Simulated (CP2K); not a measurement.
## A series of single points on NaI

System: NaI (2 atoms in the cell).
Method: Kohn-Sham DFT of a periodic cell, PBE, GTH-PBE with UZH-TZVP basis, no spin polarisation (CP2K 2026.2).

The 6 runs differ only in the geometry, by an even scaling of the cell at fixed fractional positions. The structure derives from an entry of the Crystallography Open Database.

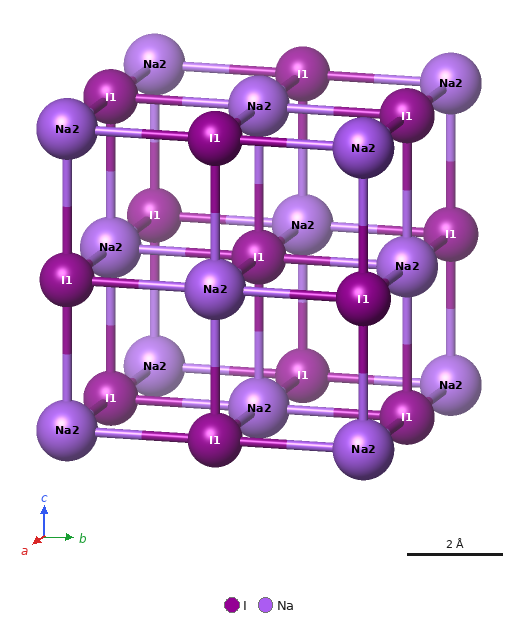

Figure 1. The structure of run 4 (ball-and-stick view of the cell 4 times as large as that of the calculation, set on its symmetry axes, seen slightly off an axis; atoms are numbered from 1 in the order of the input). An atom can appear more than once, as a periodic image.

## Input of run 4
```
&GLOBAL
  PROJECT nai_eos
  RUN_TYPE ENERGY_FORCE
  PRINT_LEVEL LOW
&END GLOBAL
&FORCE_EVAL
  METHOD QS
  STRESS_TENSOR ANALYTICAL
  &DFT
    BASIS_SET_FILE_NAME BASIS_MOLOPT_UZH
    POTENTIAL_FILE_NAME POTENTIAL_UZH
    WFN_RESTART_FILE_NAME previous-RESTART.kp
    &MGRID
      CUTOFF 1350
      REL_CUTOFF 60
      NGRIDS 5
    &END MGRID
    &QS
      METHOD GPW
      EPS_DEFAULT 1.0E-9
    &END QS
    &KPOINTS
      SCHEME MONKHORST-PACK 7 7 7
      GAMMA_CENTERED T
      SYMMETRY T
      SYMMETRY_BACKEND SPGLIB
    &END KPOINTS
    &SCF
      SCF_GUESS RESTART
      EPS_SCF 1.0E-6
      MAX_SCF 100
      ADDED_MOS 10
      CHOLESKY OFF
      EPS_EIGVAL 1.0E-7
      &DIAGONALIZATION ON
        ALGORITHM STANDARD
      &END DIAGONALIZATION
      &MIXING ON
        METHOD BROYDEN_MIXING
        ALPHA 0.4
        BETA 1.5
        NBUFFER 8
      &END MIXING
      &SMEAR ON
        METHOD FERMI_DIRAC
        ELECTRONIC_TEMPERATURE [K] 580.226
      &END SMEAR
    &END SCF
    &XC
      &XC_FUNCTIONAL PBE
      &END XC_FUNCTIONAL
    &END XC
    &PRINT
      &KPOINTS ON
      &END KPOINTS
      &MULLIKEN ON
      &END MULLIKEN
      &MO ON
        ENERGIES T
        OCCUPATION_NUMBERS T
        &EACH
          QS_SCF 0
        &END EACH
        ADD_LAST NUMERIC
      &END MO
    &END PRINT
  &END DFT
  &SUBSYS
    &CELL
      ABC 4.6072726552 4.6072726551 4.6072726551
      ALPHA_BETA_GAMMA 59.9999999997 60.0000000007 60.0000000007
      PERIODIC XYZ
    &END CELL
    &COORD
      SCALED
      I   0.5000000000 0.5000000000 0.5000000000
      Na  0.0000000000 0.0000000000 0.0000000000
    &END COORD
    &KIND I
      BASIS_SET TZVP-MOLOPT-PBE-GTH-q7
      POTENTIAL GTH-PBE-q7
    &END KIND
    &KIND Na
      BASIS_SET TZVP-MOLOPT-PBE-GTH-q9
      POTENTIAL GTH-PBE-q9
    &END KIND
    &PRINT
      &ATOMIC_COORDINATES ON
      &END ATOMIC_COORDINATES
      &CELL ON
      &END CELL
    &END PRINT
  &END SUBSYS
  &PRINT
    &FORCES ON
    &END FORCES
    &STRESS_TENSOR ON
    &END STRESS_TENSOR
  &END PRINT
&END FORCE_EVAL
```

Command:
```bash
OMP_NUM_THREADS=1 cp2k.psmp -i nai_eos.inp -o nai_eos.out
```

Run 3 has the same physical settings and fractional positions; its lattice vectors (Å) are:
```
   4.546242    0.000000    0.000000
   2.273121    3.937161    0.000000
   2.273121    1.312387    3.711991
```

## Results, with one run withheld

```tsv
run	volume per atom (Å³)	free energy per atom, from the lowest run given (meV)	pressure (GPa)	gap on the mesh (eV)
1	31.865	19.13	1.99	3.80
2	32.543	11.73	1.51	3.74
3	33.221	?	?	?
4	34.577	0.82	0.35	3.58
5	35.255	0.00	0.04	3.53
6	35.933	0.40	−0.23	3.48
```

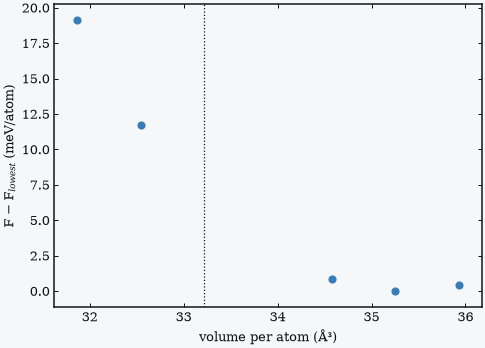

Figure 2. Free energy per atom of the runs given; the dotted line marks run 3.

Fit the runs given and predict run 3.

A cubic polynomial in V^(−2/3) (the Birch–Murnaghan form), fitted to the 5 runs given, misses them by at most 0.04 meV per atom. With x = V^(−2/3) − 0.09533 Å⁻², it reads F = 2.5428 + 2051.9 x + 4.3501e+05 x² + 6.987e+06 x³ (meV per atom). At run 3 it gives 6.41 meV per atom, and the run itself gives 6.76. The slope of the fit gives a pressure −dF/dV of 1.04 GPa there, and the run prints 1.08 GPa. The fit has its minimum at 35.362 Å³ per atom, where V d²F/dV² gives 13.3 GPa: the bulk modulus at this level, since symmetry fixes the shape and the positions. The gap on the mesh goes, without turning, from 3.80 eV in run 1 to 3.48 eV in run 6; run 3 has 3.69 eV. These are gaps of this functional on this mesh, which can miss the band edges; they aren't the measured gap.

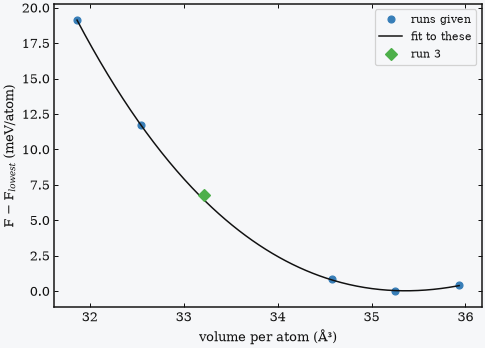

Figure 3. The fit and the withheld run.

## Some lines of the output (run 3)
```
[...]
 MO| Band gap:            0.204744 a.u.          5.571379 eV
 MO| Band gap:            0.230110 a.u.          6.261601 eV
 MO| Band gap:            0.220750 a.u.          6.006907 eV
 MO| Band gap:            0.200127 a.u.          5.445729 eV
 MO| Band gap:            0.207622 a.u.          5.649671 eV
 MO| Band gap:            0.233333 a.u.          6.349316 eV
 MO| Band gap:            0.229527 a.u.          6.245734 eV
 MO| Band gap:            0.224735 a.u.          6.115347 eV
 MO| Band gap:            0.236804 a.u.          6.443765 eV
 MO| Band gap:            0.229281 a.u.          6.239046 eV
 MO| Band gap:            0.248992 a.u.          6.775421 eV
 MO| Band gap:            0.257775 a.u.          7.014409 eV
 MO| Band gap:            0.251706 a.u.          6.849271 eV
 MO| Band gap:            0.198764 a.u.          5.408634 eV
```
